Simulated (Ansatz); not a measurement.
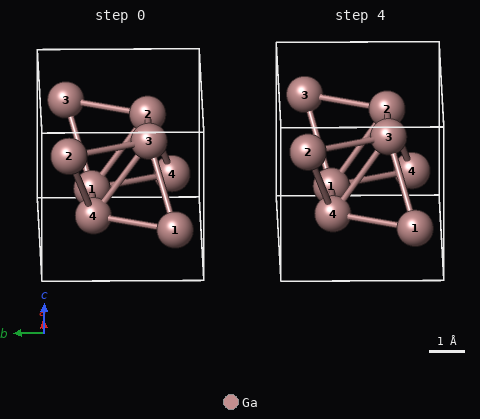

The structure of crystalline Ga (built on the database_63 type) before (left) and after (right) a relaxation, at one scale.

Style: ball-and-stick. Shown: the conventional cell (2 times the calculation's cell), from a free direction. Lengths and directions refer to the drawn axes.

Case: structure listed in a database for this formula (Cmcm, No. 63).

Level of theory: DFT PBE, scalar-relativistic, plane waves, PAW in Ansatz.

The input:
```yaml
crystal:
  lattice:
    - [3.81695661, -2.32662955, 0.0]
    - [3.81695661, 2.32662955, 0.0]
    - [0.0, 0.0, 4.488254]
  atoms:
    - { symbol: Ga, position: [0.99031461, 0.33444951, 0.25] }
    - { symbol: Ga, position: [0.33444951, 0.99031461, 0.75] }
    - { symbol: Ga, position: [0.00968539, 0.66555049, 0.75] }
    - { symbol: Ga, position: [0.66555049, 0.00968539, 0.25] }
basis:
  ecutwfc: 420
kpoints:
  mp_grid: { grid: [12, 12, 10] }
hamiltonian:
  xc: pbe
scf:
  occupations: { method: gaussian, width: 0.1 }
output:
  forces: true
  stress: true
  eigenvalues: true
relax:
  adjacent_minimum: "off"
  f_tol: 0.01
  max_steps: 80
  cell: { stress_tol: 0.05 }
```

### Summarise the run.

The energy falls by 14.2 meV per atom in 3 accepted moves (4 points after the start). The largest force component goes from 0.027 to 0.0027 eV/Å. Pressure: 3.32 GPa at the start and −0.02 GPa at the end. At 1 point the geometry stayed and the basis and grid were re-selected for the new cell (energy shift of 0.3 meV per atom at most each time). The largest moves relative to the cell, 0.006 Å, are those of Ga1, Ga2, Ga3 and Ga4. Ga4 goes along −b. The drawn cell changes as follows: a 7.634 → 7.809 Å (+2.3 %), b 4.653 → 4.681 Å (+0.6 %), c 4.488 → 4.646 Å (+3.5 %); the volume changes by +6.5 %. Near-neighbour distances that change, for instance: Ga1–Ga3 2.711 → 2.796 Å, Ga1–Ga2 2.757 → 2.821 Å, Ga1–Ga4 2.479 → 2.535 Å, Ga1–Ga4 (another image) 2.684 → 2.712 Å. The space group stays Cmcm (No. 63). The run took of the order of 3 core-minutes on a shared host.
